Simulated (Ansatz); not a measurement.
The calculation's input:

```
crystal:
  lattice:
    - [2.150600332, 1.2416496806, 3.744]
    - [-2.150600332, 1.2416496806, 3.744]
    - [0.0, -2.4832993611, 3.744]
  atoms:
    - { symbol: Sb, position: [0.1490501015, 0.3582940011, 0.2536720513] }
    - { symbol: Sb, position: [0.76636, 0.76636, 0.76636] }
basis:
  ecutwfc: 420
kpoints:
  mp_grid: { grid: [12, 12, 12] }
hamiltonian:
  xc: pbesol
scf:
  occupations: { method: gaussian, width: 0.15 }
output:
  forces: true
  stress: true
  eigenvalues: true
  write_density: true
  write_potential: true
  elf: true
  volumetric_format: npy
```

Run with:

```sh
ansatz run input.yaml --threads 1 --pin off --max-ram 2560MiB --backend cpu --events-out ev --progress --plain --runs-dir out
```

Below, planes, directions and counts refer to the conventional cell (a = 4.30 Å, b = 4.30 Å, c = 4.49 Å, α = 61.40°, β = 61.40°, γ = 60.00°).

Space group P-1; changed on purpose from its base cell (atom 1 (Sb) moved by (-0.450, +0.225) A along x and z); not relaxed (largest force 1.1 eV/Å).

All numbers below come from DFT PBEsol, scalar-relativistic, plane waves, PAW in Ansatz.

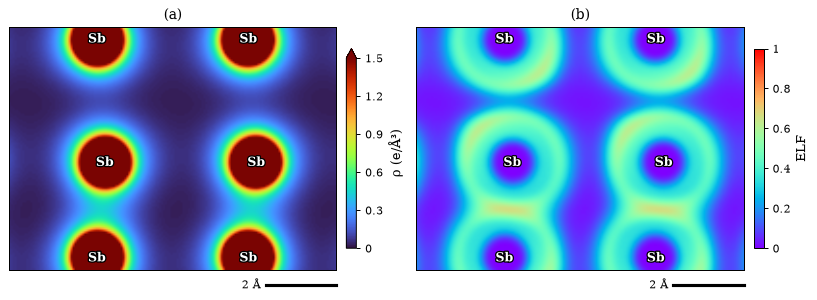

Sb. (a) valence charge density (pseudo); (b) ELF on the (011̄) plane of the conventional cell.

The density is the valence pseudo-density of a PAW calculation; it isn't the true density close to the nuclei.

Question: What does the map show?

Answer: The section cuts through Sb sites.
Sb–Sb (2.72 Å): ρ at the midpoint is about 0.45 e/Å³; the ELF peaks at about 0.65 between the atoms.
Between the atoms the lowest density in this plane is 0.03 e/Å³.
